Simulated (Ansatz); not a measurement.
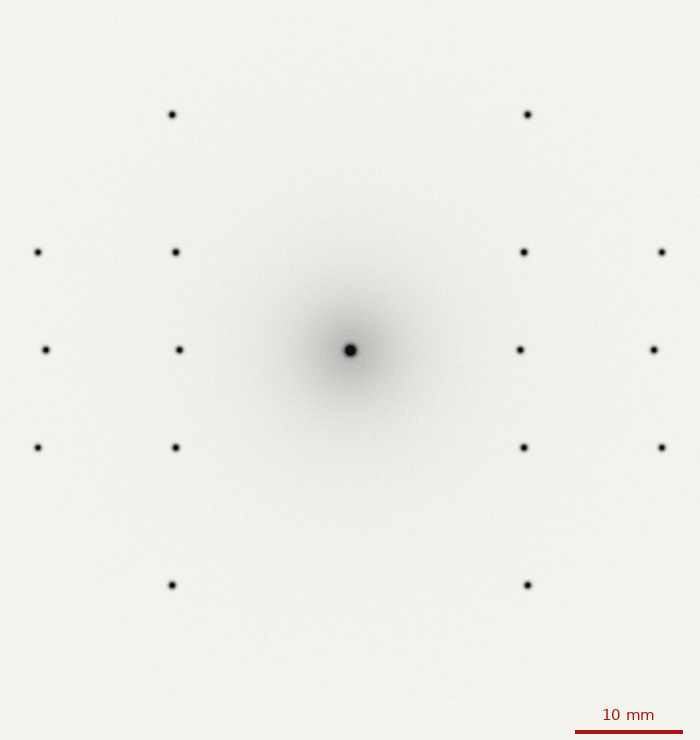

Simulated X-ray rotation photograph: Cu Kα radiation (λ = 1.5418 Å), cylindrical film of radius 28.65 mm unrolled, rotation axis vertical and normal to the beam, kinematic intensities without Lorentz or polarisation factors, the film spanning ±63° about the beam; spots down to d = 1.53 Å.

### Measure the layer lines and find the identity period along the axis.

The first layer line lies 9.2 mm from the equator, so tan ν = 0.321, sin ν = 0.306 and the period is λ/sin ν = 5.04 Å. Further lines follow at 22.1 mm.

The crystal is HfO2, space group P-3m1 (No. 164), a = 3.220 Å, c = 5.042 Å (hexagonal axes). Structure: coordinates from a relaxation with Ansatz, DFT PBEsol, scalar-relativistic, plane waves, PAW; the starting structure was generated, so it need not be a known form of this composition.

### About which axis was it rotated?

About [001], whose length in the conventional cell is 5.042 Å.
